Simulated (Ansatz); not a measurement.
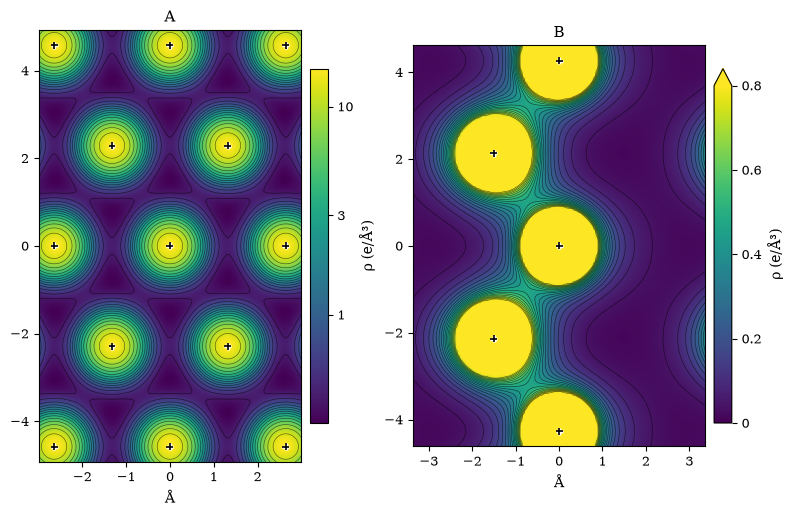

The valence electron density of 2 systems, each on a plane through atoms (crosses mark nuclei in the plane).

Computed with DFT, LDA, PAW with Ansatz's default frozen-core files, scalar-relativistic; relaxation of cell and atoms (Ansatz 0.2.0).

System 1: Rh, the (111) plane of the conventional cell. Space group Fm-3m; computed pressure about 4 GPa in this cell; computed without spin polarisation.

```yaml
crystal:
  lattice:
    - [3.73848, 0.00000, 0.00000]
    - [0.00000, 3.73848, 0.00000]
    - [0.00000, 0.00000, 3.73848]
  atoms:
    - { symbol: Rh, position: [0.00000, 0.00000, 0.00000] }
    - { symbol: Rh, position: [0.50000, 0.50000, 0.00000] }
    - { symbol: Rh, position: [0.50000, 0.00000, 0.50000] }
    - { symbol: Rh, position: [0.00000, 0.50000, 0.50000] }
```

System 2: InSb, the (011) plane of the conventional cell. Space group F-43m; computed pressure about 15 GPa in this cell.

```yaml
crystal:
  lattice:
    - [6.03466, 0.00000, 0.00000]
    - [0.00000, 0.00000, -6.03466]
    - [0.00000, 6.03466, 0.00000]
  atoms:
    - { symbol: In, position: [0.50000, 0.50000, 0.00000] }
    - { symbol: In, position: [0.00000, 0.50000, 0.50000] }
    - { symbol: In, position: [0.00000, 0.00000, 0.00000] }
    - { symbol: In, position: [0.50000, 0.00000, 0.50000] }
    - { symbol: Sb, position: [0.75000, 0.75000, 0.25000] }
    - { symbol: Sb, position: [0.25000, 0.75000, 0.75000] }
    - { symbol: Sb, position: [0.25000, 0.25000, 0.25000] }
    - { symbol: Sb, position: [0.75000, 0.25000, 0.75000] }
```

**Which map belongs to which system?**

Panel A is system 1, Rh: the plane holds Rh. Rh–Rh (2.64 Å): ρ is about 0.41 e/Å³ halfway. Panel B is system 2, InSb: the plane holds In and Sb. In–Sb (2.61 Å): ρ is about 0.47 e/Å³ halfway.
